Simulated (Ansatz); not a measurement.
AlGa$_{3}$As$_{4}$: single-point calculation

- system: AlGa$_{3}$As$_{4}$ (P3m1, 8 atoms in the cell)
- method: DFT r2SCAN, scalar-relativistic, plane waves, PAW, no spin polarisation (Ansatz 0.2.0)

The structure was made by swapping elements on the sites of another compound; it need not be a known phase. It belongs to a series of runs on one base structure; here: band edges sought over the zone.

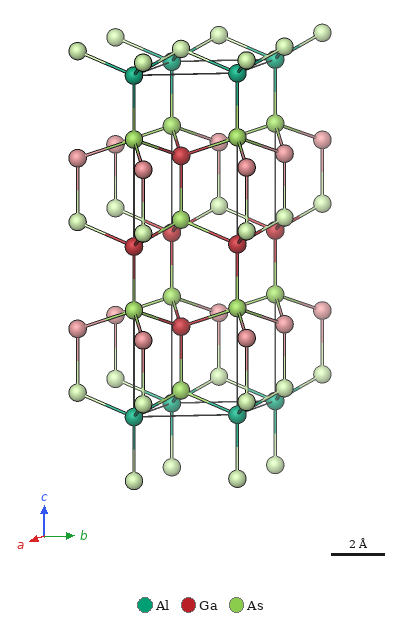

Figure 1. The input geometry (ball-and-stick view of the cell of the calculation, seen slightly off an axis; neighbours outside the cell are drawn fainter). Near neighbours in the crystal (not all of them lie inside the picture): Al has 4 As at 2.45 to 2.47 Å; Ga has 4 As at 2.45 to 2.46 Å; As has 3 Al at 2.45 Å and 1 Ga at 2.46 Å; As has 4 Ga at 2.45 to 2.46 Å; As has 1 Al at 2.47 Å and 3 Ga at 2.46 Å.

Summary:

```tsv
quantity	value
outcome	converged
space group (tolerance 0.01 Å)	P3m1 (156)
electrons treated	102
free energy	−31373.4235 eV
Fermi energy	8.061 eV
gap on the k-point mesh	1.10 eV
gap on the band path	1.10 eV
pressure	0.00 GPa
largest force (length of the vector)	0.009 eV/Å
hardware	2 threads of Oxide Virtual Turin-like (Zen 5), 32 GiB of memory available, shared host
wall time	76 s (CPU time 2.4 min)
peak memory	1 GiB
```

The input:
```yaml
crystal:
  lattice:
    - [3.9971783695, 0.0, 0.0]
    - [-1.9985891848, 3.4616580115, 0.0]
    - [0.0, 0.0, 13.176143538]
  atoms:
    - { symbol: Al, position: [0.0, 0.0, 0.9993280216] }
    - { symbol: Ga, position: [0.6666666667, 0.3333333333, 0.2485711043] }
    - { symbol: Ga, position: [0.6666666667, 0.3333333333, 0.7483050662] }
    - { symbol: Ga, position: [0.0, 0.0, 0.4986162173] }
    - { symbol: As, position: [0.6666666667, 0.3333333333, 0.0616938228] }
    - { symbol: As, position: [0.6666666667, 0.3333333333, 0.5615506309] }
    - { symbol: As, position: [0.0, 0.0, 0.3117474414] }
    - { symbol: As, position: [0.0, 0.0, 0.8119886955] }
basis:
  ecutwfc: 500
kpoints:
  mp_grid: { grid: [12, 12, 2] }
  band_path: { path: [VBM, CBM], npoints: 2 }
hamiltonian:
  xc: r2scan
scf:
  occupations: { method: gaussian, width: 0.02 }
output:
  forces: true
  stress: true
  eigenvalues: true
checkpoint:
  read: start.run
  write: ck
  compress: false
  write_wavefunctions: false
  write_every: 100000
```

Launch command:
```bash
ansatz run input.yaml --threads 2 --pin off --max-ram 5120MiB --backend cpu --events-out ev --progress --plain --runs-dir out
```

Output:
```
Engine: ansatz 0.2.0, x86_64-unknown-linux-gnu
Pseudopotentials: kind: paw
Pseudopotential: Al, paw, valence charge 3, recommended cutoff 500 eV (meta_gga), Al.paw.azcp
Pseudopotential: Ga, paw, valence charge 13, recommended cutoff 500 eV (meta_gga), Ga.paw.azcp
Pseudopotential: As, paw, valence charge 15, recommended cutoff 500 eV (meta_gga), As.paw.azcp
Functional definition: r2SCAN
  parameter k0 = 0.174
  parameter k1 = 0.065
  parameter a1 = 4.9479
  exchange = r2scan_x(k0 = k0, k1 = k1, a1 = a1)
  correlation = r2scan_c
Crystal: 8 atoms, lattice volume = 182.317 Å³
Basis set: ecut = 500 eV, 4675 PW (Γ), exchange–correlation on 120×120×400 points (64 copies of the dense FFT grid, shifted against one another)
Bands: 62, of which v1, the nominal top of the filled ones, is band 51 counted from 1 (50 counted from 0)
Symmetry: 6 space group operations
Space group: P3m1 (ITA 156), of the structure as read, at distance tolerance 5.7e-5 Å
k-points: 38 of 288 (time reversal used)
Non-local potential: Al, projectors of the file, l = 0: 2, l = 1: 2, l = 2: 1
Non-local potential: Ga, projectors of the file, l = 0: 2, l = 1: 2, l = 2: 3, l = 3: 1
Non-local potential: As, projectors of the file, l = 0: 2, l = 1: 2, l = 2: 3, l = 3: 1
PAW form: soft (Blöchl's): semilocal exchange-correlation on the pseudo side does not see the compensation charge
PAW frozen core: Al, regenerated for the run's functional (the file was generated under x = pbe(κ = 0.804, μ = 0.2195149727645171), c = pbe(β = 0.06672455060314922))
PAW frozen core: Ga, regenerated for the run's functional (the file was generated under x = pbe(κ = 0.804, μ = 0.2195149727645171), c = pbe(β = 0.06672455060314922))
PAW frozen core: As, regenerated for the run's functional (the file was generated under x = pbe(κ = 0.804, μ = 0.2195149727645171), c = pbe(β = 0.06672455060314922))
PAW one-centre angular grid: Al, 302 points (default); XC on 160 Gauss nodes
PAW one-centre angular grid: Ga, 590 points (default); XC on 160 Gauss nodes
PAW one-centre angular grid: As, 590 points (default); XC on 160 Gauss nodes
Initial density: read from a saved state, or passed on in memory by an earlier SCF of this step, an earlier step, the calling program or the single point that the run made first
Initial wavefunctions: pseudopotential atomic-orbital guess
Functional: x = r2scan, c = r2scan; τ floored in thin density (d = 2e-4 eV/Å³)
iter 1 solved again at ethr=2.39e-7 eV; its pass at ethr=3.10e-3 eV (dr2=2.44e-4 eV) is discarded
SCF iter   1: F=—  HF=-31373.423463 eV  |F-HF|=—  |Δ(HF+E_count)|=         —  Δρ=1.75e-6  dr2=3.68e-9  dr2_τ=1.48e-10  ethr=2.39e-7  ⟨swp⟩=3.0  Hψ=14024  notcnv=0
eigensolver tolerance schedule: the retry pair's looser diagonalisation over-reported the residual by 66213.53 of it (diagonalisation noise at an unbounded share of the residual, at the tolerance the schedule requests for it); recorded, not acted on — ethr = c·dr2/N_el stays at c = 1.0e-1
preconditioner: auto → Resta (q_TF=auto, 2.477 Å⁻¹)  ε∞=3.3  [insulator: Δε(μ)=1.097 eV  Ē_g=14.390 eV  σ=0.020 eV  W_gap=1.00  n_scr=52 (ndim 8)  ℏωp=21.7 eV  f_vac=0.060  D(μ)=0.00/eV (n_scr^D=0)  ε∞_Penn≈3.3]
SCF iter   2: F=—  HF=-31373.423479 eV  |F-HF|=—  |Δ(HF+E_count)|=   1.56e-5  Δρ=1.25e-6  dr2=1.77e-9  dr2_τ=9.36e-11  ethr=3.61e-12  ⟨swp⟩=7.3  Hψ=9346  notcnv=0
SCF iter   3: F=-31373.423479 eV  HF=-31373.423479 eV  |F-HF|=2.98e-10  |Δ(HF+E_count)|=   1.09e-9  Δρ=6.26e-7  dr2=4.86e-10  dr2_τ=2.91e-11  ethr=1.73e-12  ⟨swp⟩=1.9  Hψ=5582  notcnv=0
SCF 1 converged in 3 iterations: F = -31373.423479 eV  dr2 = 4.86e-10
  greatest PAW one-centre occupation: 0.999 electrons in one spin orbital (limit 2), on the As atom at site 6 (counted from 0), in its partial waves of l = 2
NSCF: frozen V_eff on 34 k-points
NSCF: frozen V_eff on 34 k-points
NSCF: frozen V_eff on 34 k-points
NSCF: frozen V_eff on 34 k-points
NSCF: frozen V_eff on 7 k-points
NSCF: frozen V_eff on 4 k-points
NSCF: frozen V_eff on 18 k-points
NSCF: frozen V_eff on 8 k-points
NSCF: frozen V_eff on 4 k-points
NSCF: frozen V_eff on 4 k-points
NSCF: frozen V_eff on 4 k-points
NSCF: frozen V_eff on 3 k-points
SCF converged after 3 iterations
Free energy (F): -31373.423479 eV
Harris-Foulkes:  -31373.423479 eV  (|F-HF|=2.98e-10)
Internal energy: -31373.423479 eV  (E = F + TS)
E sigma→0 (E₀):  -31373.423479 eV
Fermi energy:    8.060865 eV
--- Per-component energies (eV) ---
  E_band       = -1289.335980
  E_kinetic    = 782.150686
  E_local      = -15010.686941  (includes V_loc(G=0)·N_el)
  E_nonlocal   = -1388.579364
  E_hartree    = 7624.249432
  E_xc         = -520.753053
  E_vxc        = -546.977937  (∫ρ·V_xc dr)
  E_paw        = -13877.727401  (= ΣΔE_a)
  E_vpaw       = -401.790500  (= ΣTr[D̂ρ^β])
  E_aug_tail   = -0.000135  (compensation charges beyond the density's cutoff)
  E_vtau       = 28.050521  (kinetic-family band-sum trace: ∫τ·v_τ [+ j·A + Jᵃ·Aᵃ] dr)
  E_ewald      = -8974.227753
  E_core_change = -7.848949  (= ΣΔE_core)
  E_smearing   = -0.000000  (= −TS)
  E_closure    = 0.000000  (closes the sum)
  Σ components = -31373.423479   (vs F -31373.423479, Δ=0.00e0)
--- Forces (eV/Å), atoms counted from 1 ---
  atom   1  Al     0.00000000     0.00000000     0.00459488
  atom   2  Ga    -0.00000000    -0.00000000     0.00767872
  atom   3  Ga    -0.00000000    -0.00000000     0.00850960
  atom   4  Ga     0.00000000     0.00000000     0.00870642
  atom   5  As    -0.00000000     0.00000000    -0.00565426
  atom   6  As    -0.00000000    -0.00000000    -0.00845218
  atom   7  As     0.00000000     0.00000000    -0.00867358
  atom   8  As     0.00000000    -0.00000000    -0.00669636
  max |Σ_I F_I| component: 1.32e-5 eV/Å
--- Stress (GPa, compression-positive) ---
       -0.017797       0.000000      -0.000000
        0.000000      -0.017797       0.000000
       -0.000000       0.000000       0.024293
  P = ⅓ Tr σ = -0.0038 GPa (-0.038 kbar)
--- Band table (eV; the first three rows and the last of 38) ---
  k-point 0: bands = ["-28.2737", "-28.2712", "-28.2712", "-28.2649", "-28.2627", "-28.2627", "-28.2598", "-28.2598", "-28.2511", "-28.2511", "-28.1812", "-28.1812", "-28.1632", "-28.1583", "-28.1583", "-28.0221", "-28.0078", "-28.0078", "-27.9862", "-27.9862", "-7.7944", "-7.7671", "-7.7316", "-7.7202", "-7.7202", "-7.7082", "-7.7082", "-7.7013", "-7.7013", "-7.6455", "-7.6455", "-7.6323", "-7.6323", "-7.6260", "-7.6260", "-5.5711", "-4.9439", "-4.7766", "-3.8163", "0.8666", "3.2030", "3.5354", "6.2506", "6.2506", "6.7265", "6.7265", "6.8775", "6.8775", "7.3018", "7.5121", "7.5121", "8.6094", "8.9265", "9.4310", "10.0672", "11.4313", "11.4313", "11.8301", "12.1524", "12.1524", "12.2754", "12.2754"]
  k-point 1: bands = ["-28.2737", "-28.2712", "-28.2712", "-28.2649", "-28.2627", "-28.2627", "-28.2598", "-28.2598", "-28.2511", "-28.2511", "-28.1812", "-28.1812", "-28.1632", "-28.1583", "-28.1583", "-28.0221", "-28.0078", "-28.0078", "-27.9862", "-27.9862", "-7.7946", "-7.7666", "-7.7319", "-7.7202", "-7.7202", "-7.7082", "-7.7082", "-7.7013", "-7.7013", "-7.6455", "-7.6455", "-7.6323", "-7.6323", "-7.6260", "-7.6260", "-5.4620", "-5.2955", "-4.2496", "-4.1283", "1.4632", "1.7662", "5.3918", "5.7176", "6.3368", "6.3368", "6.4711", "6.4711", "7.1902", "7.1902", "7.3639", "7.3639", "8.8803", "9.0926", "9.7390", "10.4448", "11.5974", "11.5974", "11.6995", "11.6995", "11.8701", "12.1002", "12.8824"]
  k-point 2: bands = ["-28.2737", "-28.2712", "-28.2711", "-28.2648", "-28.2627", "-28.2626", "-28.2598", "-28.2597", "-28.2512", "-28.2511", "-28.1812", "-28.1811", "-28.1631", "-28.1583", "-28.1583", "-28.0221", "-28.0079", "-28.0078", "-27.9862", "-27.9861", "-7.7968", "-7.7694", "-7.7337", "-7.7217", "-7.7183", "-7.7091", "-7.7063", "-7.6994", "-7.6992", "-7.6463", "-7.6453", "-7.6334", "-7.6322", "-7.6271", "-7.6257", "-5.4968", "-4.8746", "-4.7124", "-3.7616", "0.9078", "3.1655", "3.5058", "5.6287", "6.1082", "6.2239", "6.3385", "6.6033", "6.6666", "6.7421", "7.2262", "7.4157", "9.2585", "9.5241", "9.9577", "10.5024", "11.3237", "11.6048", "11.9013", "12.0361", "12.0813", "12.4021", "12.5318"]
  k-point 37: bands = ["-28.2728", "-28.2711", "-28.2707", "-28.2639", "-28.2625", "-28.2622", "-28.2595", "-28.2595", "-28.2509", "-28.2509", "-28.1805", "-28.1802", "-28.1622", "-28.1586", "-28.1585", "-28.0211", "-28.0083", "-28.0081", "-27.9854", "-27.9852", "-7.8289", "-7.8179", "-7.7883", "-7.7210", "-7.7006", "-7.6877", "-7.6815", "-7.6782", "-7.6753", "-7.6480", "-7.6468", "-7.6358", "-7.6350", "-7.6332", "-7.6277", "-3.3850", "-3.2442", "-3.2363", "-3.1921", "0.9205", "0.9349", "0.9457", "1.9244", "3.1228", "3.1557", "4.2946", "4.3441", "5.0425", "5.0709", "5.0757", "5.1313", "10.5849", "10.8665", "11.0504", "11.1858", "11.2186", "11.6996", "14.0702", "14.1960", "14.2011", "14.2108", "14.4167"]
```

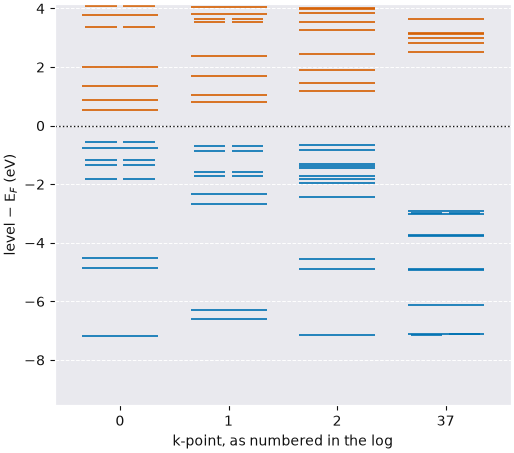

Figure 2. Kohn–Sham levels near the Fermi level (dotted) at the few k-points that the log prints; levels within 0.02 eV of each other stand side by side. Among these points the highest filled and lowest empty levels are 1.10 eV apart, which is the gap on the mesh.
